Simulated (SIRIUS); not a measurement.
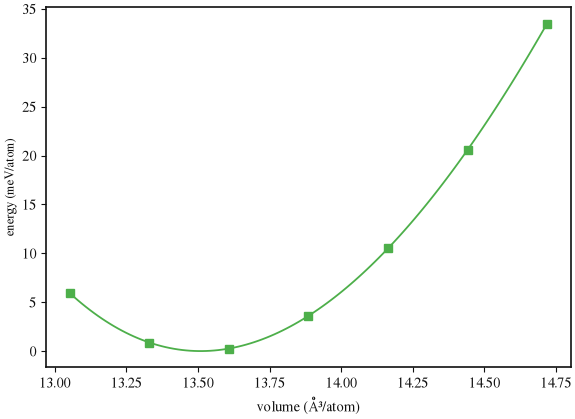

The plot gives the computed energy against volume for CaO, space group Fm-3m (No. 225).

Starting cell:
```cif
data_structure
_symmetry_space_group_name_H-M 'P 1'
_symmetry_Int_Tables_number 1
_cell_length_a 3.3991
_cell_length_b 3.3991
_cell_length_c 3.3991
_cell_angle_alpha 60.000
_cell_angle_beta 60.000
_cell_angle_gamma 60.000
_cell_volume 27.77
loop_
_atom_site_label
_atom_site_type_symbol
_atom_site_fract_x
_atom_site_fract_y
_atom_site_fract_z
_atom_site_occupancy
Ca1 Ca 0.00000 0.00000 0.00000 1
O1 O 0.50000 0.50000 0.50000 1
```

Calculation (SIRIUS 7.10.0): plane-wave DFT, no spin polarisation; energies at scaled volumes of the given cell, shape and fractions fixed, counted from the fit's minimum, third-order Birch-Murnaghan fit. Level: PBEsol.

- k mesh: 10×10×10
- occupations: Fermi–Dirac
- smearing width: 0.05 eV
- potentials: dojo sr pbesol 0.4.1 standard
- wave cutoff: 1152 eV
- density cutoff: 4606 eV

From this curve and the settings, what does the calculation give for the pressure at the same points?

The pressure falls from 4.26 GPa at volume 13.05 Å³/atom to −8.24 GPa at 14.72 Å³/atom, and changes sign near 13.51 Å³/atom.

| volume (Å³/atom) | pressure (GPa) |
| --- | --- |
| 13.05 | 4.26 |
| 13.33 | 1.56 |
| 13.61 | −0.85 |
| 13.89 | −3.01 |
| 14.16 | −4.95 |
| 14.44 | −6.69 |
| 14.72 | −8.24 |
